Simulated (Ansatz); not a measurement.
## NaF (Villiaumite, Fm-3m): thermal expansion from first principles

How much does NaF (Villiaumite) expand with temperature?

What experiment has found for this phase:
- volume expansion coefficient 95.1 1e-6/K and heat capacity C_P per formula unit 46.9 J/mol/K near room temperature (given in “High-Throughput Prediction of Finite-Temperature Properties using the Quasi-Harmonic Approximation”, 2016, arXiv:1603.06924)
- volume expansion coefficient 102.6 1e-6/K near room temperature (given in “Descriptors for thermal expansion in solids”, 2017, arXiv:1701.03966)

Calculated with Ansatz 0.2.0; DFT PBEsol, scalar-relativistic, plane waves, PAW.

## Step 1: The structure

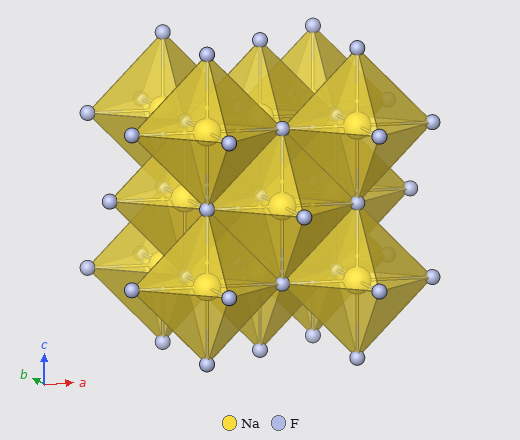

The starting structure, seen slightly off an axis (sodium yellow, fluorine light blue). This picture shows the conventional cell, with its axes. Some periodic images of atoms are drawn too.

## Step 2: Probe on a coarse mesh

Before spending time, one coarse run tells the gap and the pressure of the starting cell.

Contents of input.yaml:

```yaml
crystal:
  lattice:
    - [0.0, 2.32, 2.32]
    - [2.32, 0.0, 2.32]
    - [2.32, 2.32, 0.0]
  atoms:
    - { symbol: Na, position: [0.0, 0.0, 0.0] }
    - { symbol: F, position: [0.5, 0.5, 0.5] }
kpoints:
  mp_grid: { grid: [6, 6, 6] }
hamiltonian:
  xc: pbesol
scf:
  occupations: { method: gaussian, width: 0.1 }
output:
  forces: true
  stress: true
  eigenvalues: true
```

Command:

```console
ansatz run input.yaml --threads 4 --pin off --max-ram 8192MiB --backend cpu --events-out ev --progress --plain --runs-dir out
```

Numbers of over 12 decimals in the logs are rounded to 6 here.

Output:

```text
Engine: ansatz 0.2.0, aarch64-unknown-linux-gnu
Pseudopotentials: kind: paw
Pseudopotential: Na, paw, valence charge 9, recommended cutoff 420 eV (normal), Na.paw.azcp
Pseudopotential: F, paw, valence charge 7, recommended cutoff 420 eV (normal), F.paw.azcp
Functional definition: PBEsol
  exchange = pbesol_x
  correlation = pbesol_c
Crystal: 2 atoms, lattice volume = 24.974 Å³
Basis set: ecut = 420 eV, 531 PW (Γ), exchange–correlation on 48×48×48 points (8 copies of the dense FFT grid, shifted against one another)
Bands: 12, of which v1, the nominal top of the filled ones, is band 8 counted from 1 (7 counted from 0)
Symmetry: 48 space group operations
Space group: Fm-3m (ITA 225), of the structure as read, at distance tolerance 2.9e-5 Å
k-points: 16 of 216
Non-local potential: Na, projectors of the file, l = 0: 3, l = 1: 2, l = 2: 1
Non-local potential: F, projectors of the file, l = 0: 2, l = 1: 2, l = 2: 1
PAW form: soft (Blöchl's): semilocal exchange-correlation on the pseudo side does not see the compensation charge
PAW frozen core: Na, regenerated for the run's functional, and the local potential with it (the file was generated under x = pbe(κ = 0.804, μ = 0.219515), c = pbe(β = 0.066725))
PAW frozen core: F, regenerated for the run's functional, and the local potential with it (the file was generated under x = pbe(κ = 0.804, μ = 0.219515), c = pbe(β = 0.066725))
PAW one-centre angular grid: Na, 110 points (default); XC on 64 Gauss nodes
PAW one-centre angular grid: F, 110 points (default); XC on 64 Gauss nodes
Initial density: superposition of atomic densities (neutral atoms: chi_scale 0, normalization atom), corrected by the library's trained network
Initial wavefunctions: pseudopotential atomic-orbital guess
Functional: x = pbesol(κ = 0.804, μ = 0.123457), c = pbesol(β = 0.046)
SCF iter   1: F=—  HF=-2278.929441 eV  |F-HF|=—  |Δ(HF+E_count)|=         —  Δρ=1.16e-2  dr2=2.03e-2  ethr=1.77e-3  ⟨swp⟩=5.0  Hψ=1041  notcnv=0
preconditioner: auto → none  [insulator: Δε(μ)=6.003 eV  Ē_g=26.064 eV  σ=0.100 eV  W_gap=1.00  n_scr=8 (ndim 8)  ℏωp=27.8 eV  f_vac=0.108  D(μ)=0.00/eV (n_scr^D=0)  ε∞_Penn≈2.1]
SCF iter   2: F=—  HF=-2278.923249 eV  |F-HF|=—  |Δ(HF+E_count)|=   6.19e-3  Δρ=5.09e-3  dr2=3.60e-3  ethr=1.27e-4  ⟨swp⟩=2.0  Hψ=430  notcnv=0
SCF iter   3: F=—  HF=-2278.922148 eV  |F-HF|=—  |Δ(HF+E_count)|=   1.10e-3  Δρ=4.67e-4  dr2=3.42e-5  ethr=2.25e-5  ⟨swp⟩=2.0  Hψ=240  notcnv=0
SCF iter   4: F=—  HF=-2278.922166 eV  |F-HF|=—  |Δ(HF+E_count)|=   1.86e-5  Δρ=1.05e-4  dr2=6.29e-7  ethr=2.14e-7  ⟨swp⟩=2.0  Hψ=320  notcnv=0
SCF iter   5: F=—  HF=-2278.922170 eV  |F-HF|=—  |Δ(HF+E_count)|=   3.02e-6  Δρ=4.77e-5  dr2=3.81e-7  ethr=3.93e-9  ⟨swp⟩=2.0  Hψ=303  notcnv=0
SCF iter   6: F=-2278.922169 eV  HF=-2278.922169 eV  |F-HF|=3.85e-9  |Δ(HF+E_count)|=   8.55e-8  Δρ=6.31e-6  dr2=6.44e-9  ethr=6.25e-10  ⟨swp⟩=3.0  Hψ=664  notcnv=0
SCF 1 converged in 6 iterations: F = -2278.922169 eV  dr2 = 6.44e-9
  greatest PAW one-centre occupation: 0.999 electrons in one spin orbital (limit 2), on the Na atom at site 0 (counted from 0), in its partial waves of l = 0
SCF converged after 6 iterations
Free energy (F): -2278.922169 eV
Harris-Foulkes:  -2278.922169 eV  (|F-HF|=3.85e-9)
Internal energy: -2278.922169 eV  (E = F + TS)
E sigma→0 (E₀):  -2278.922169 eV
Fermi energy:    3.980171 eV
--- Per-component energies (eV) ---
  E_band       = -233.585058
  E_kinetic    = 328.395921
  E_local      = -1693.662175  (includes V_loc(G=0)·N_el)
  E_nonlocal   = 189.809952
  E_hartree    = 599.426501
  E_xc         = -118.070136
  E_vxc        = -152.421677  (∫ρ·V_xc dr)
  E_paw        = -447.010448  (= ΣΔE_a)
  E_vpaw       = -104.564953  (= ΣTr[D̂ρ^β])
  E_aug_tail   = 0.001981  (compensation charges beyond the density's cutoff)
  E_ewald      = -1137.910901
  E_core_change = 0.097136  (= ΣΔE_core)
  E_smearing   = -0.000000  (= −TS)
  E_closure    = -0.000000  (closes the sum)
  Σ components = -2278.922169   (vs F -2278.922169, Δ=0.00e0)
--- Forces (eV/Å), atoms counted from 1 ---
  atom   1  Na    -0.00000000    -0.00000000     0.00000000
  atom   2  F      0.00000000    -0.00000000     0.00000000
  max |Σ_I F_I| component: 1.42e-29 eV/Å
--- Stress (GPa, compression-positive) ---
       -0.338209      -0.000000       0.000000
        0.000000      -0.338209       0.000000
       -0.000000      -0.000000      -0.338209
  P = ⅓ Tr σ = -0.3382 GPa (-3.382 kbar)
--- Band table (eV; the first three rows and the last of 16) ---
  k-point 0: bands = [... 4 lower, -17.8846, 0.8984, 0.8984, 0.8984, 7.0601, 19.7041, 19.7041, 19.7041]
  k-point 1: bands = [... 4 lower, -17.5750, 0.4075, 0.8338, 0.8338, 7.9882, 17.1931, 20.1061, 20.1061]
  k-point 2: bands = [... 4 lower, -17.2533, -0.3726, 0.7066, 0.7066, 9.9622, 14.6948, 20.7377, 20.7377]
  k-point 15: bands = [... 4 lower, -17.4995, -0.1956, 0.2434, 0.3652, 13.8819, 13.9465, 15.3895, 18.4807]
```

Wall time 0.48 s (4 threads of Arm Neoverse N1, shared host); peak memory 0.25 GiB.

In the SCF lines HF is the Harris–Foulkes energy and dr2 the Hartree energy of the density residual, in eV; the loop may stop once dr2 is under the threshold and the program's other checks hold. Hψ counts applications of the Hamiltonian.

A gap read on the k-mesh alone can miss the band edges.

Numbers from this step:

```yaml
pressure: -0.3382 GPa
gap_on_the_k_mesh: 6.162 eV
volume_per_atom: 12.49 Å³
```

The start is under -0.34 GPa at this level and looks like an insulator or semiconductor on this mesh.

## Step 3: Finding the static equilibrium

The vibrations must be taken about the equilibrium of this functional, not about the starting cell, so the structure is relaxed.

input.yaml, the sections that differ from step 2:

```yaml
kpoints:
  mp_grid: { grid: [8, 8, 8] }
scf:
  occupations: { method: gaussian, width: 0.02 }
output:
  forces: true
  stress: true
  eigenvalues: true
  write_density: true
  write_potential: true
  elf: true
  volumetric_format: npy
relax:
  adjacent_minimum: "off"
  f_tol: 0.005
  max_steps: 80
  cell: { stress_tol: 0.05 }
# crystal, hamiltonian: as in step 2
```

Output:

```text
[...]
Crystal: 2 atoms, lattice volume = 24.974 Å³
Basis set: ecut = 420 eV, 531 PW (Γ), exchange–correlation on 48×48×48 points (8 copies of the dense FFT grid, shifted against one another)
Bands: 12, of which v1, the nominal top of the filled ones, is band 8 counted from 1 (7 counted from 0)
Symmetry: 48 space group operations
[...]
k-points: 29 of 512
[...]
SCF iter   1: F=—  HF=-2278.929262 eV  |F-HF|=—  |Δ(HF+E_count)|=         —  Δρ=1.15e-2  dr2=2.02e-2  ethr=1.77e-3  ⟨swp⟩=5.9  Hψ=1940  notcnv=0
[...]
SCF iter   6: F=-2278.921976 eV  HF=-2278.921976 eV  |F-HF|=5.31e-9  |Δ(HF+E_count)|=   8.30e-8  Δρ=6.99e-6  dr2=8.23e-9  ethr=6.25e-10  ⟨swp⟩=5.0  Hψ=1865  notcnv=0
SCF 1 converged in 6 iterations: F = -2278.921976 eV  dr2 = 8.23e-9
[...]
relax step   1: F+E_penalty+E_count = -2278.92197618 eV  Δ(F+E_penalty+E_count) = +0.000e0 eV  max|allowed force component| = 1.826e-29 eV/Å  Δτ_max = 0.0000 Å  P = -0.340 GPa  Ω = 24.974 Å³  (6 SCF iters, dr2 threshold 1.00e-7 eV, accepted)
Crystal: 2 atoms, lattice volume = 24.913 Å³
[...]
iter 1 solved again at ethr=7.63e-8 eV; its pass at ethr=3.10e-3 eV (dr2=1.22e-5 eV) is discarded
[...]
SCF iter   4: F=-2278.922280 eV  HF=-2278.922280 eV  |F-HF|=4.67e-9  |Δ(HF+E_count)|=   7.87e-8  Δρ=1.61e-5  dr2=3.38e-8  ethr=1.25e-9  ⟨swp⟩=7.9  Hψ=2219  notcnv=0
SCF 2 converged in 4 iterations: F = -2278.922280 eV  dr2 = 3.38e-8
relax step   2: F+E_penalty+E_count = -2278.92227978 eV  Δ(F+E_penalty+E_count) = -3.036e-4 eV  max|allowed force component| = 5.908e-30 eV/Å  Δτ_max = 0.0000 Å  P = -0.208 GPa  Ω = 24.913 Å³  energy of the carried Pulay correction = +1.983e-4 eV  (4 SCF iters, dr2 threshold 2.00e-7 eV, accepted)
Crystal: 2 atoms, lattice volume = 24.816 Å³
[...]
SCF iter   4: F=-2278.922653 eV  HF=-2278.922653 eV  |F-HF|=1.27e-8  |Δ(HF+E_count)|=   1.58e-7  Δρ=2.77e-5  dr2=1.06e-7  ethr=6.77e-10  ⟨swp⟩=5.9  Hψ=1819  notcnv=0
SCF 3 converged in 4 iterations: F = -2278.922653 eV  dr2 = 1.06e-7
relax step   3: F+E_penalty+E_count = -2278.92265322 eV  Δ(F+E_penalty+E_count) = -3.734e-4 eV  max|allowed force component| = 7.116e-30 eV/Å  Δτ_max = 0.0000 Å  P = +0.002 GPa  Ω = 24.816 Å³  energy of the carried Pulay correction = +5.099e-4 eV  (4 SCF iters, dr2 threshold 1.08e-7 eV, accepted)
[...]
SCF iter   1: F=—  HF=-2278.922367 eV  |F-HF|=—  |Δ(HF+E_count)|=         —  Δρ=2.75e-5  dr2=8.75e-8  ethr=4.07e-7  ⟨swp⟩=2.7  Hψ=2815  notcnv=0
eigensolver tolerance schedule: the retry pair's looser diagonalisation over-reported the residual by 743.22 of it (diagonalisation noise at 0.11 of the residual, at the tolerance the schedule requests for it); recorded, not acted on — ethr = c·dr2/N_el stays at c = 1.0e-1
[...]
SCF iter   2: F=—  HF=-2278.922375 eV  |F-HF|=—  |Δ(HF+E_count)|=   8.37e-6  Δρ=1.48e-5  dr2=2.52e-8  ethr=5.47e-10  ⟨swp⟩=2.0  Hψ=580  notcnv=0
[...]
SCF iter   6: F=-2278.922375 eV  HF=-2278.922375 eV  |F-HF|=1.46e-11  |Δ(HF+E_count)|=  2.23e-11  Δρ=3.79e-7  dr2=1.84e-11  ethr=1.00e-12  ⟨swp⟩=3.7  Hψ=1475  notcnv=0
SCF 4 converged in 6 iterations: F = -2278.922375 eV  dr2 = 1.84e-11
relax step   4: F+E_penalty+E_count = -2278.92237499 eV  Δ(F+E_penalty+E_count) = +2.782e-4 eV  max|allowed force component| = 1.267e-29 eV/Å  Δτ_max = 0.0000 Å  P = -0.036 GPa  Ω = 24.816 Å³  stress off target by 3.60e-2 GPa  SCF on the basis re-selected at this cell (its energy is not comparable with the rows above)  (6 SCF iters)
basis re-selected at this cell: Δ(F+E_penalty+E_count) = +2.782e-4 eV, ΔP = -0.038 GPa vs the last step (what re-selecting the basis moved, of the pressure what is left beyond the Pulay correction that the steps carried, after the strain that the cell walked since its last selection, with what the two solves' SCF thresholds leave and, on support functions, any second-order correction that the steps lacked; it is no m [...]
SCF converged after 6 iterations
Free energy (F): -2278.922375 eV
[...]
Internal energy: -2278.922375 eV  (E = F + TS)
E sigma→0 (E₀):  -2278.922375 eV
Fermi energy:    4.042256 eV
[...]
--- Stress (GPa, compression-positive) ---
       -0.036043      -0.000000      -0.000000
       -0.000000      -0.036043      -0.000000
       -0.000000      -0.000000      -0.036043
  P = ⅓ Tr σ = -0.0360 GPa (-0.360 kbar)
--- Band table (eV; the first three rows and the last of 29) ---
  k-point 0: bands = [... 4 lower, -17.8193, 0.9449, 0.9449, 0.9449, 7.1396, 19.7947, 19.7947, 19.7947]
  k-point 1: bands = [... 4 lower, -17.6106, 0.6434, 0.9065, 0.9065, 7.6894, 18.0231, 20.0355, 20.0355]
  k-point 2: bands = [... 4 lower, -17.3360, 0.0320, 0.8148, 0.8148, 9.0091, 15.9338, 20.5707, 20.5707]
  k-point 28: bands = [... 4 lower, -17.3737, 0.0550, 0.0550, 0.3650, 14.0004, 14.0004, 16.1243, 17.7526]
--- Relaxed structure (3 steps of the walk, 3 accepted, 1 SCFs on fresh bases) ---
  F+E_penalty+E_count = -2278.92237499 eV   max|allowed force component| = 1.267e-29 eV/Å   (the final SCF, on the basis selected at the relaxed cell)
  cell:  # Å, volume = 24.8165 Å³
    - [0, 2.315101, 2.315101]
    - [2.315101, 0, 2.315101]
    - [2.315101, 2.315101, 0]
  atoms:
    - { symbol: Na, position: [0, 0, 0] }
    - { symbol: F, position: [0.5, 0.5, 0.5] }
```

It took 2.1 s on 4 threads; peak memory 0.28 GiB.

The steps of the relaxation:

```tsv
step	energy less that of the first step (eV)	largest force component (eV/Å)	pressure (GPa)	volume (Å³)
1	0.0000	0.0000	-0.34	24.97
2	-0.0003	0.0000	-0.21	24.91
3	-0.0007	0.0000	0.00	24.82
4*	-0.0004	0.0000	-0.04	24.82
```

Relaxation steps marked * repeat the geometry before them on a plane-wave basis chosen anew for their cell, so energy and pressure can jump there.

Forces are held to the 48 operations that the run works with; a distortion that breaks them can't arise in this run.

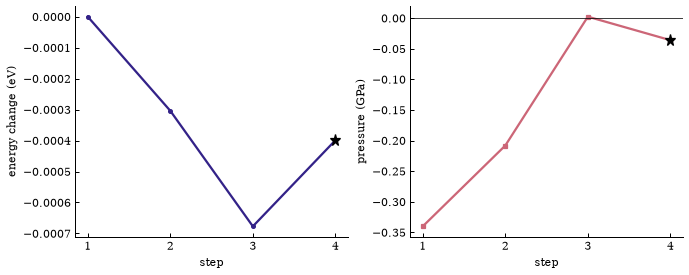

Energy and pressure along the relaxation. Stars mark steps on a basis chosen anew.

```tsv
conventional cell, symmetrised	before	after	change
a (Å)	4.640	4.630	-0.2 %
b (Å)	4.640	4.630	-0.2 %
c (Å)	4.640	4.630	-0.2 %
volume (Å³/atom)	12.49	12.41	-0.6 %
```

The relaxed structure:

```xyz
2
Lattice="0.0000 2.3151 2.3151 2.3151 0.0000 2.3151 2.3151 2.3151 0.0000" Properties=species:S:1:pos:R:3 pbc="T T T"
Na    0.0000    0.0000    0.0000
F     2.3151    2.3151    2.3151
```

This step gave:

```
pressure          : -0.03604 GPa
gap on the k-mesh : 6.195 eV
volume per atom   : 12.41 Å³
```

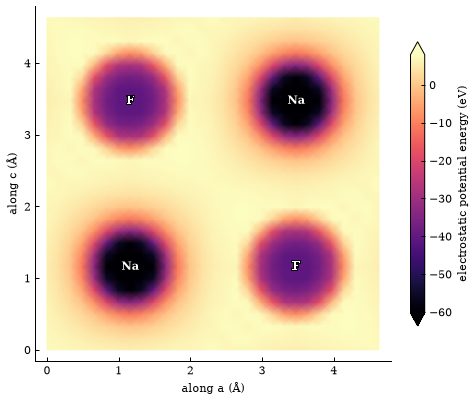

Electrostatic potential energy in the ac plane of the conventional cell at fractional y = 0.000, with atoms of Na and F within 0.2 Å of it. With pseudopotentials it is smooth inside the atoms' cores, unlike the true potential. The map starts off the cell's origin, so that atoms lie inside it.

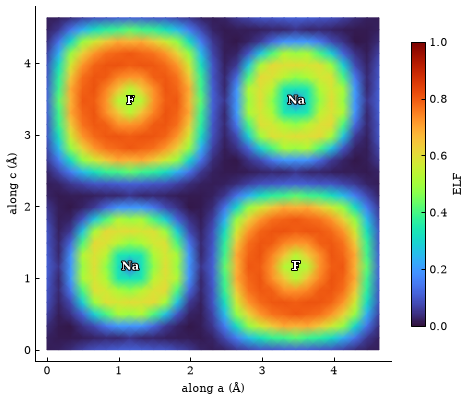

ELF in the ac plane of the conventional cell at fractional y = 0.000, with atoms of Na and F within 0.2 Å of it. It is the smooth field of the valence electrons, not physical close to the nuclei. The map starts off the cell's origin, so that atoms lie inside it.

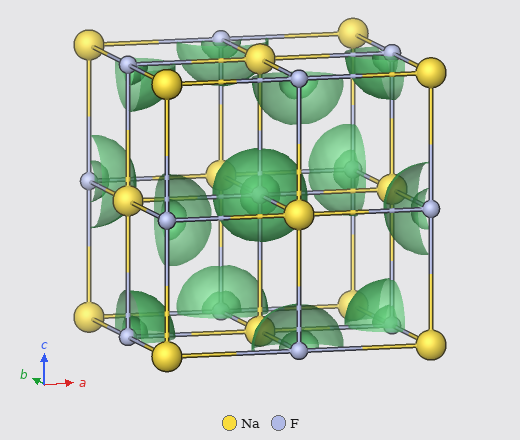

Surface of ELF = 0.73.

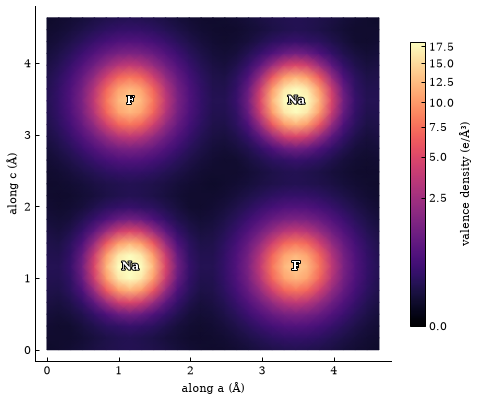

Valence density in the ac plane of the conventional cell at fractional y = 0.000, with atoms of Na and F within 0.2 Å of it. It is the smooth field of the valence electrons, not physical close to the nuclei. The map starts off the cell's origin, so that atoms lie inside it. The colour scale is stretched toward low values.

## Step 4: Relaxing to small residual forces and stress

The thresholds are tightened for a last relaxation ahead of the phonons, and where mesh or smearing change with them the cell follows.

Contents of input.yaml:

```yaml
crystal:
  lattice:
    - [0.0, 2.3151008976, 2.3151008976]
    - [2.3151008976, 0.0, 2.3151008976]
    - [2.3151008976, 2.3151008976, 0.0]
  atoms:
    - { symbol: Na, position: [0.0, 0.0, 0.0] }
    - { symbol: F, position: [0.5, 0.5, 0.5] }
kpoints:
  mp_grid: { grid: [8, 8, 8] }
hamiltonian:
  xc: pbesol
scf:
  occupations: { method: fixed }
output:
  forces: true
  stress: true
  eigenvalues: true
relax:
  adjacent_minimum: "off"
  f_tol: 0.001
  max_steps: 60
  cell: { stress_tol: 0.01 }
```

Output:

```text
[...]
Crystal: 2 atoms, lattice volume = 24.816 Å³
Basis set: ecut = 420 eV, 531 PW (Γ), exchange–correlation on 48×48×48 points (8 copies of the dense FFT grid, shifted against one another)
Bands: 12, of which v1, the nominal top of the filled ones, is band 8 counted from 1 (7 counted from 0)
Symmetry: 48 space group operations
[...]
k-points: 29 of 512
[...]
k-point 28: bands = [... 4 lower, -17.3675, 0.0591, 0.0591, 0.3693, 14.0096, 14.0096, 16.1365, 17.7651]
--- Relaxed structure (3 steps of the walk, 3 accepted, 1 SCFs on fresh bases) ---
[...]
cell:  # Å, volume = 24.8001 Å³
    - [0, 2.314591, 2.314591]
    - [2.314591, 0, 2.314591]
    - [2.314591, 2.314591, 0]
  atoms:
    - { symbol: Na, position: [0, 0, 0] }
    - { symbol: F, position: [0.5, 0.5, 0.5] }
[key lines of the parts left out:]
SCF converged after 8 iterations
Free energy (F): -2278.922428 eV
Fermi energy:    0.949743 eV
P = ⅓ Tr σ = -0.0036 GPa (-0.036 kbar)
```

It took 1.9 s on 4 threads; peak memory 0.27 GiB.

Little changed from the start: no atom moved by 0.005 Å and no cell edge by 0.1 %.

Numbers from this step:

```
pressure          : -0.003591 GPa
gap on the k-mesh : 6.198 eV
volume per atom   : 12.40 Å³
```

The residual pressure is -0.0036 GPa, small enough for phonons.

## Step 5: Relaxing at another setting

The functional, the potentials or the cutoff change, so the crystal is relaxed again at the new setting.

input.yaml, the sections that differ from step 4:

```yaml
crystal:
  lattice:
    - [0.0, 2.3145907609, 2.3145907609]
    - [2.3145907609, 0.0, 2.3145907609]
    - [2.3145907609, 2.3145907609, 0.0]
  atoms:
    - { symbol: Na, position: [0.0, 0.0, 0.0] }
    - { symbol: F, position: [0.5, 0.5, 0.5] }
basis:
  ecutwfc: 550.0
# kpoints, hamiltonian, scf, output, relax: as in step 4
```

Output:

```text
[...]
Crystal: 2 atoms, lattice volume = 24.800 Å³
Basis set: ecut = 550 eV, 725 PW (Γ), exchange–correlation on 54×54×54 points (8 copies of the dense FFT grid, shifted against one another)
Bands: 12, of which v1, the nominal top of the filled ones, is band 8 counted from 1 (7 counted from 0)
Symmetry: 48 space group operations
[...]
k-points: 29 of 512
[...]
k-point 28: bands = [... 4 lower, -17.3669, 0.0599, 0.0599, 0.3702, 14.0102, 14.0102, 16.1358, 17.7640]
--- Relaxed structure (1 steps of the walk, 1 accepted, 1 SCFs on fresh bases) ---
[...]
cell:  # Å, volume = 24.8001 Å³
    - [0.0, 2.3145907609, 2.3145907609]
    - [2.3145907609, 0.0, 2.3145907609]
    - [2.3145907609, 2.3145907609, 0.0]
  atoms:
    - { symbol: Na, position: [0.0, 0.0, 0.0] }
    - { symbol: F, position: [0.5, 0.5, 0.5] }
[key lines of the parts left out:]
SCF converged after 5 iterations
Free energy (F): -2278.927689 eV
Fermi energy:    0.951372 eV
P = ⅓ Tr σ = -0.0065 GPa (-0.065 kbar)
```

Wall time 1.3 s (4 threads); peak memory 0.28 GiB; 3.7 s of CPU time.

Little changed from the start: no atom moved by 0.005 Å and no cell edge by 0.1 %.

Numbers from this step:

| Quantity | Value |
| --- | --- |
| pressure | -0.006516 GPa |
| gap on the k-mesh | 6.197 eV |

The residual pressure is -0.0065 GPa, small enough for phonons.

(Part 1 of 3 ends here.)

[Logs are printed without paths, hosts, clocks, repeated set-up lines and the standing remarks that a program may print on its own settings, such as how far it seeks lower states.]

[Hosts, paths, dates, database ids (printed as entryN), source tags and the programs' standing remarks are cut or masked in the printed files.]

[A step with changed settings may run another functional than the one named; its input shows which.]
